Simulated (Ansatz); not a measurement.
# V_Si-N_C in SiC (F-43m): charge-transition levels and formation energies, part 2 of 2

Charge states of V_Si-N_C in SiC (F-43m), set against the band edges. Model: a cell of 54 host atoms with 1 site emptied and N put on another atom's site.

Ansatz; place-levels on r2SCAN runs: charge-transition levels and formation energies with image-charge correction and potential alignment at the atomic sites; PAW set soft_1.

So far: The starting structure; The runs of each charge state.

## 3. Levels against the band edges, r2SCAN

A charged cell interacts with its images and the background, and its potential has another zero than the host's. place-levels removes the first by a point-charge model, screened by the static dielectric constant since the ions have relaxed around the charge, and the second by comparing potentials at atoms far from the defect.

The host is a run of the defect-free crystal in the same cutoffs, grids and k-points, so that basis and sampling errors cancel in part in the differences. The host is run in a cell of 2 atoms on a matching mesh. Its band edges are searched through the zone by a band path, so the gap is smaller than, or equal to, that on the mesh. Chemical potentials are energies per atom of Si (diamond), C (diamond) and N (N2 molecule), run with the same functional and cutoff. Carbon is taken as diamond, which semilocal functionals can put about 0.1 eV an atom over graphite.

The input, levels.point.yaml:

```yaml
host:
  run: host.point.run
states: [qm3.point.run, qm3_M2.point.run, qm2_M1.point.run, qm1.point.run, qm1_M2.point.run, q0_M1.point.run, qp1.point.run, qp1_M2.point.run]
geometry_from:
  qm3.point.run: qm3.relax.run
  qm3_M2.point.run: qm3_M2.relax.run
  qm2_M1.point.run: qm2_M1.relax.run
  qm1.point.run: qm1.relax.run
  qm1_M2.point.run: qm1_M2.relax.run
  q0_M1.point.run: q0_M1.relax.run
  qp1.point.run: qp1.relax.run
  qp1_M2.point.run: qp1_M2.relax.run
  host.point.run: host.relax.run
chemical_potentials:
  Si:
    energy: -639.06578
    dataset: <sha256 of the dataset>
  C:
    energy: -251.553391
    dataset: "<sha256 of the dataset>"
  "N":
    energy: -384.814403
    dataset: "<sha256 of the dataset>"
epsilon: 7.06
static_epsilon: 10.43
vertical:
  - { from: qm3.point.run, to: qm3.point_neutral.run }
  - { from: qm3_M2.point.run, to: qm3_M2.point_neutral.run }
  - { from: qm2_M1.point.run, to: qm2_M1.point_neutral.run }
  - { from: qm1.point.run, to: qm1.point_neutral.run }
  - { from: qm1_M2.point.run, to: qm1_M2.point_neutral.run }
  - { from: qp1.point.run, to: qp1.point_neutral.run }
  - { from: qp1_M2.point.run, to: qp1_M2.point_neutral.run }
```

Command:

```
$ ansatz place-levels levels.point.yaml -- --threads 4 --pin off --max-ram 7536MiB
```

Output:

```text
[... repeated set-up lines and file paths are left out, and long positions are rounded to six places ...]
(+1/0) 0.079 eV beneath the valence edge, in the valence band
(0/-1) 1.253 eV above the valence edge, 0.457 eV under the conduction edge
(-1/-2) 1.831 eV above the valence edge (+2.205 eV without the band-filling correction), in the conduction band; not on the lower envelope
(-2/-3) 1.710 eV above the valence edge (+2.828 eV without the band-filling correction), 0.000 eV under the conduction edge; not on the lower envelope
(-1/-3) 1.771 eV above the valence edge (+2.516 eV without the band-filling correction), in the conduction band: charges between them are lowest nowhere
formation energy of charge +1: +4.685 eV with the Fermi level at the valence edge
formation energy of charge 0: +4.607 eV with the Fermi level at the valence edge
formation energy of charge -1: +5.860 eV with the Fermi level at the valence edge
formation energy of charge -2: +7.691 eV with the Fermi level at the valence edge
formation energy of charge -3: +9.401 eV with the Fermi level at the valence edge
vertical -3 to 0: no energy, since no alignment is typed
  the change from vertical[0].from (qm3.point.run) to vertical[0].to (qm3.point_neutral.run): by its potential at epsilon 7.06 it stands at 0.372 0.755 0.702, with an rms radius of about 1.9 Å (1.3 0.2 1.3 Å across the planes of the cell's vectors); [...]
vertical -3 to 0: no energy, since no alignment is typed
  the change from vertical[1].from (qm3_M2.point.run) to vertical[1].to (qm3_M2.point_neutral.run): by its potential at epsilon 7.06 it stands at 0.370 0.754 0.713, with an rms radius of about 2.6 Å (1.7 1.2 1.6 Å across the planes of the cell's vectors); [...]
vertical -2 to 0: no energy, since no alignment is typed
  the change from vertical[2].from (qm2_M1.point.run) to vertical[2].to (qm2_M1.point_neutral.run): by its potential at epsilon 7.06 it stands at 0.376 0.753 0.705, with an rms radius of about 1.7 Å (1.1 0.0 1.2 Å across the planes of the cell's vectors); [...]
vertical -1 to 0: no energy, since no alignment is typed
  the change from vertical[3].from (qm1.point.run) to vertical[3].to (qm1.point_neutral.run): by its potential at epsilon 7.06 it stands at 0.365 0.745 0.706, with an rms radius of about 1.3 Å (1.0 0.0 0.8 Å across the planes of the cell's vectors); [...]
vertical -1 to 0: no energy, since no alignment is typed
  the change from vertical[4].from (qm1_M2.point.run) to vertical[4].to (qm1_M2.point_neutral.run): by its potential at epsilon 7.06 it stands at 0.407 0.763 0.739, with an rms radius of about 2.1 Å (1.4 0.7 1.4 Å across the planes of the cell's vectors); [...]
vertical +1 to 0: no energy, since no alignment is typed
  the change from vertical[5].from (qp1.point.run) to vertical[5].to (qp1.point_neutral.run): by its potential at epsilon 7.06 it stands at 0.456 0.777 0.782, with an rms radius of about 2.5 Å (1.8 1.0 1.5 Å across the planes of the cell's vectors); [...]
vertical +1 to 0: no energy, since no alignment is typed
  the change from vertical[6].from (qp1_M2.point.run) to vertical[6].to (qp1_M2.point_neutral.run): by its potential at epsilon 7.06 it stands at 0.444 0.786 0.748, with an rms radius of about 4.0 Å (1.7 2.2 2.9 Å across the planes of the cell's vectors); [...]
  edges by r2scan, gap 1.710 eV; the host is sampled to repeats of 18.48 Å
  the defect's cells are sampled to repeats of 18.48 Å, like sampling
  charge +1: -23564.8048 eV with its correction of -0.297 eV, at epsilon 10.43, aligned at sites: -0.5392 eV, mean over 16 atomic sites at or beyond 4.62 Å from the defect at [0.3750, 0.5417, 0.7083], with +0.000000 for the charge's moments and without [...]
  charge 0: +0.000 eV for its dipole among its images, +0.000 omitted
  charge -1: -23544.8751 eV with its correction of +0.672 eV, at epsilon 10.43, aligned at sites: -0.4294 eV, mean over 16 atomic sites at or beyond 4.62 Å from the defect at [0.3750, 0.5417, 0.7083], with -0.000000 for the charge's moments and without [...]
  charge -2: -23533.2927 eV with its correction of +1.781 eV, at epsilon 10.43, aligned at sites: -0.4061 eV, mean over 16 atomic sites at or beyond 4.62 Å from the defect at [0.3750, 0.5417, 0.7083], with -0.000000 for the charge's moments and without [...]
  charge -3: -23521.0876 eV with its correction of +3.284 eV, at epsilon 10.43, aligned at sites: -0.3683 eV, mean over 16 atomic sites at or beyond 4.62 Å from the defect at [0.3750, 0.5417, 0.7083], with -0.000000 for the charge's moments and without [...]
  charge +1: states[7] (qp1_M2.point.run) stands 0.137 eV higher, with a moment of 2.00 μB against 0.00
  charge -1: states[3] (qm1.point.run) stands 0.384 eV higher, with a moment of 0.00 μB against 2.00
  charge -3: states[1] (qm3_M2.point.run) stands 0.521 eV higher, with a moment of 2.00 μB against 0.00
  of states[6] (qp1.point.run): it parts from the run at its places by a charge that spreads by about 1.8 Å along one vector (1.3 Å or more is wide), by its potential at epsilon 7.06, taken for that of held ions (one typed too small widens it), where the cell [...]
  of states[5] (q0_M1.point.run): stability_check_not_made
  of states[4] (qm1_M2.point.run): it parts from the run at its places by a charge that spreads by about 1.4 Å along one vector (1.3 Å or more is wide), by its potential at epsilon 7.06, taken for that of held ions (one typed too small widens it), where the [...]
  of states[2] (qm2_M1.point.run): it parts from the run that its charge is read beside by 2 carriers, of which the mean alone is read, by its potential at epsilon 7.06, taken for that of held ions (one typed too small widens it): that is narrow, but one of [...]
  of states[0] (qm3.point.run): it parts from the run at its places by a charge that spreads by about 1.3 Å along one vector (1.3 Å or more is wide), by its potential at epsilon 7.06, taken for that of held ions (one typed too small widens it), where the cell [...]
  of states[7] (qp1_M2.point.run): it parts from the run at its places by a charge that spreads by about 2.9 Å along one vector (1.3 Å or more is wide), by its potential at epsilon 7.06, taken for that of held ions (one typed too small widens it), where the [...]
  of states[1] (qm3_M2.point.run): it parts from the run at its places by a charge that spreads by about 1.7 Å along one vector (1.3 Å or more is wide), by its potential at epsilon 7.06, taken for that of held ions (one typed too small widens it), where the [...]
  of vertical[0].from (qm3.point.run): its displacements don't fall off away from the defect: farther atoms stand 0.023 Å off the host's places. [...]
  of vertical[0].to (qm3.point_neutral.run): its displacements don't fall off away from the defect: farther atoms stand 0.023 Å off the host's places. [...]
  of vertical[1].from (qm3_M2.point.run): its displacements don't fall off away from the defect: farther atoms stand 0.015 Å off the host's places. [...]
  of vertical[1].to (qm3_M2.point_neutral.run): its displacements don't fall off away from the defect: farther atoms stand 0.015 Å off the host's places. [...]
  of vertical[2].from (qm2_M1.point.run): its displacements don't fall off away from the defect: farther atoms stand 0.015 Å off the host's places. [...]
  of vertical[2].to (qm2_M1.point_neutral.run): its displacements don't fall off away from the defect: farther atoms stand 0.015 Å off the host's places. [...]
  of vertical[3].to (qm1.point_neutral.run): stability_check_not_made
  of vertical[4].from (qm1_M2.point.run): stability_check_not_made; [...]
  of vertical[4].to (qm1_M2.point_neutral.run): it set out from the moments of a save, which an earlier run chose (saved_moments_taken); stability_check_not_made
  of vertical[5].from (qp1.point.run): it parts from the run at its places by a charge that spreads by about 1.8 Å along one vector (1.3 Å or more is wide), by its potential at epsilon 7.06, taken for that of held ions (one typed too small widens it), where [...]
  of vertical[5].to (qp1.point_neutral.run): stability_check_not_made
  of vertical[6].from (qp1_M2.point.run): its moments are held at its close (magnetization.spin_locking), by a field of 0.190 eV a Bohr magneton, and its energy and levels are of the state that this holds: a run that lets them go can end lower; [...]
  of vertical[6].to (qp1_M2.point_neutral.run): stability_check_not_made
```

It took 0.71 s on 4 threads of Arm Neoverse V2, shared host.

Levels between the charges placed, in eV above the valence top:

```csv
,gap (eV),(+1/0),(0/−1),(−1/−2),(−2/−3)
r2SCAN,1.71,-0.08,1.25,1.83,1.71
```

Corrections by state:

```csv
charge,moment (μB),image terms and alignment (eV),band filling (eV),ε used,"over the lowest of its charge, as the program ranks them, band filling apart (eV)"
+1,0.0,-0.297,-,10.43,0.000
0,1.0,0.000,-,-,0.000
−1,2.0,0.672,-,10.43,0.000
−2,1.0,1.781,-0.373,10.43,0.000
−3,0.0,3.284,-1.491,10.43,0.000
+1,2.0,-0.303,-,10.43,0.137
−1,0.0,0.694,-,10.43,0.384
−3,2.0,3.150,-,10.43,0.521
```

The charged structures listed were also run neutral, and place-levels reads from each pair, by the potential or the spins, how wide the charge is by which they differ; that can be the carrier of either run.

```csv
charge,rms radius (Å),spread where it is widest against the cell (Å),wide from (Å),reading
+1,2.5,1.76,1.31,wide
−1,2.1,1.42,1.31,wide
−2,1.7,1.24,1.31,narrow
−3,1.9,1.34,1.31,wide
```

The neutral runs of these pairs need not share the spin of the lowest neutral state, and very wide values only mean spread over the cell.

From the program's caveats on the states, each cut to its opening words:

- charge +1: it parts from the run at its places by a charge that spreads by about 1.8 Å along one vector (1.3 Å or more is wide), by its potential at epsilon 7.06, taken [...]
- charge +1: its alignment with the host at atomic sites is doubtful: the mean over the far sites moves by -0.0932 eV from their farther parts to their nearer, more than [...]
- charge +1: the far atoms show a dipole or second moment of the defect's charge, for which the correction takes or leaves out 0.217 eV: further moments aren't read, and [...]
- charge 0 (1 μB), −1 (2 μB), −2 (1 μB), +1 (2 μB), −3 (2 μB): flagged: stability check not made
- charge −1 (2 μB): it parts from the run at its places by a charge that spreads by about 1.4 Å along one vector (1.3 Å or more is wide), by its potential at epsilon 7.06, taken [...]
- charge −1 (2 μB): the far atoms show a dipole or second moment of the defect's charge, for which the correction takes or leaves out 0.215 eV: further moments aren't read, and [...]
- charge −2 (1 μB): it parts from the run that its charge is read beside by 2 carriers, of which the mean alone is read, by its potential at epsilon 7.06, taken for that of held [...]
- charge −2 (1 μB): a band-filling correction moves a carrier to the host's band edge, which changes its energy by -0.373 eV
- charge −2 (1 μB): the far atoms show a dipole or second moment of the defect's charge, for which the correction takes or leaves out 0.661 eV: further moments aren't read, and [...]
- charge −2 (1 μB), −3 (2 μB): its displacements don't fall off away from the defect: farther atoms stand 0.015 Å off the host's places
- charge −3: it parts from the run at its places by a charge that spreads by about 1.3 Å along one vector (1.3 Å or more is wide), by its potential at epsilon 7.06, taken [...]
- charge −3: a band-filling correction moves a carrier to the host's band edge, which changes its energy by -1.491 eV
- charge −3: its alignment with the host at atomic sites is doubtful: the mean over the far sites moves by +0.0864 eV from their farther parts to their nearer, more than [...]
- charge −3: the far atoms show a dipole or second moment of the defect's charge, for which the correction takes or leaves out 1.571 eV: further moments aren't read, and [...]

The host's formation energy from the elements is -0.356 eV per atom; it sets how far the chemical potentials can move.

Limit set by the element alone; other compounds of these elements are not counted. Chemical potentials from the elements' reference states: C 0.00 eV, Si -0.71 eV, N 0.00 eV. Formation energy by charge state (C-rich; gap 1.71 eV):

```csv
charge,at valence top (eV),at conduction bottom (eV),correction included (eV)
+1,3.97,5.68,-0.30
0,3.90,3.90,0.00
−1,5.15,3.44,0.67
−2,6.98,3.56,1.41
−3,8.69,3.56,1.79
```

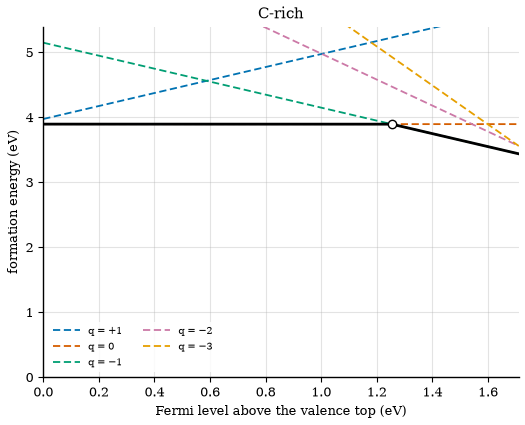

Formation energy against Fermi level; the thick line follows the lowest charge state and circles mark the transition levels.

Limit set by the element alone; other compounds of these elements are not counted. Chemical potentials from the elements' reference states: Si 0.00 eV, C -0.71 eV, N 0.00 eV. Formation energies (Si-rich), with the Fermi level at the valence top and at the conduction bottom (gap 1.71 eV):

```csv
charge,at valence top (eV),at conduction bottom (eV),correction included (eV)
+1,3.97,5.68,-0.30
0,3.90,3.90,0.00
−1,5.15,3.44,0.67
−2,6.98,3.56,1.41
−3,8.69,3.56,1.79
```

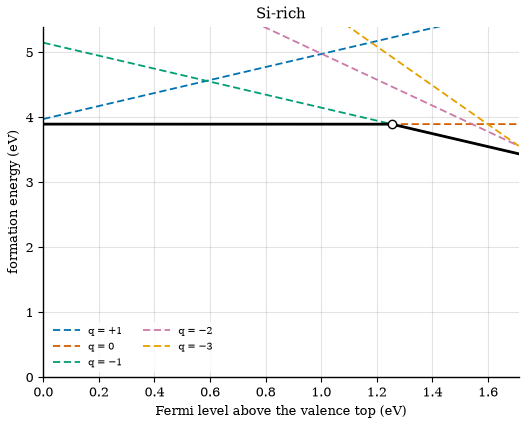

Formation energy against Fermi level; the thick line follows the lowest charge state and circles mark the transition levels.

## 4. Results

| Quantity | Value |
| --- | --- |
| gap of the host | 1.71 eV (r2SCAN) |
| level (plus 1/0) | 0.08 eV below the valence top |
| level (0/minus 1) | 1.25 eV above the valence top |
| level (minus 1/minus 2) | 1.83 eV above the valence top, past the conduction bottom, not a change between lowest states (2.20 eV above the valence top without the band-filling term) |
| level (minus 2/minus 3) | 1.71 eV above the valence top, at the conduction bottom, not a change between lowest states (2.83 eV above the valence top without the band-filling term) |
| lowest of the charges placed, just above the valence top (0.02 eV) | 0 |
| lowest of the charges placed, just below the conduction bottom (0.02 eV) | −1 |
| lowest formation energy at mid-gap of the charges run, C-rich | 3.90 eV |
| lowest formation energy at mid-gap of the charges run, Si-rich | 3.90 eV |

**Reading.** Of the charges placed (−3, −2, −1, 0 and +1), the lowest changes at 1.25 eV (0/−1) above the valence top, in a gap of 1.71 eV. (0/−1) lies nearer to a band edge than the share of the finite-size correction in it (0.67 eV), and that correction holds for a localised charge alone. (+1/0) lies 0.08 eV from a band edge, less than the doubt on such levels. States placed: +1 at 0 μB and 2 μB; 0 at 1 μB; −1 at 2 μB and 0 μB; −2 at 1 μB; −3 at 0 μB and 2 μB. Other spin states or structures, where not listed, weren't placed. The program finds carriers beyond a band edge of the host and adds a band-filling term at charge −3 (-1.49 eV) and −2 (-0.37 eV); steps to such a charge show no bound level, and a defect level inside a band would be read the same way. Corrections reach 3.3 eV, so the cell is small for these charges and their levels are rough. N is taken at its element; compounds, which aren't counted here, bound the chemical potentials and would shift these formation energies. The program doubts the alignment of potentials for at least one state, a sign that the cell is small. Keep in mind: r2SCAN makes the gap too small and tends to spread out bound carriers; where a gas molecule sets a chemical potential or the host's formation energy, its binding is uncorrected.

Computed beside measured:

| quantity | measured | r2SCAN |
| --- | --- | --- |
| band gap (least gap of the host) (eV) | 2.4 | 1.71 (-0.69 eV) |

Measured values from pmc:7200658 (2020).

How well it matches: The band gap is off by -0.69 eV: a clear miss. Local and semilocal functionals usually give gaps below the measured ones. Zero-point and thermal motion shift the measured gap.

[Logs are printed without paths, hosts, clocks, repeated set-up lines and the standing remarks that a program may print on its own settings, such as how far it seeks lower states.]

[Hosts, paths, dates, database ids (printed as entryN), source tags and the programs' standing remarks are cut or masked in the printed files.]

[Where a table of states has a column of steps, it counts the stored structures, which are thinned; the runs took as many ionic steps or more.]

[A defect's name tells the site on which it was built; relaxed atoms can leave that site.]

[For some hosts the program warned that the k-mesh of the response run may be too coarse for force constants and the static dielectric constant; such warnings are not shown here.]
